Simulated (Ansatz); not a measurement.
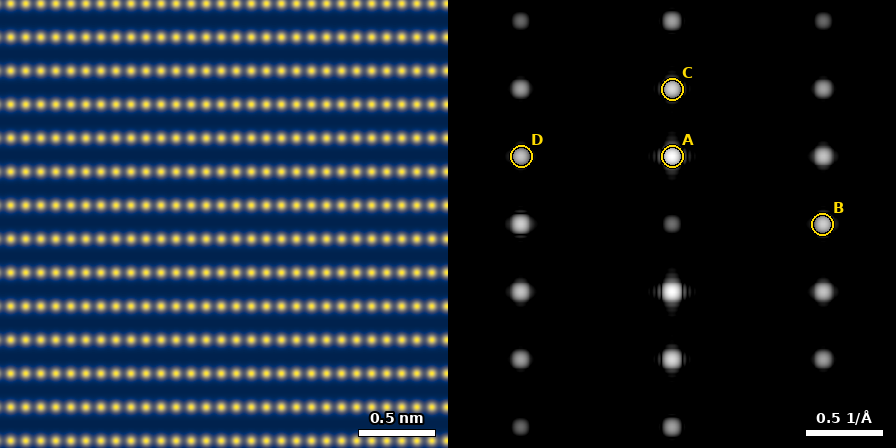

Z-contrast image of Mn (Pm-3m, No. 221) along [210]. Simulation: incoherent imaging, intensity Z^1.8 per atom, probe width 0.59 Å, thin sample. The probe carries 25 % of its weight in a tail 2.5 times as wide. Structure: coordinates from a relaxation with DFT PBEsol, scalar-relativistic, plane waves, PAW in Ansatz; the starting structure was generated, so it need not be a known form of this composition.

The right panel is the modulus of the image's Fourier transform on a logarithmic scale.

a = 2.252 Å, b = 2.252 Å, c = 2.252 Å, α = 90.00°, β = 90.00°, γ = 90.00°

**Index the marked spots and give their plane spacings (the zone axis points at the viewer; indices equivalent by symmetry, or all signs reversed, are as good).**

A: (0 0 -1), d = 2.25 Å; B: (1 -2 0), d = 1.01 Å; C: (0 0 -2), d = 1.13 Å; D: (-1 2 -1), d = 0.92 Å. A and B enclose 90°, and every spot obeys the zone law hu + kv + lw = 0 for [210].
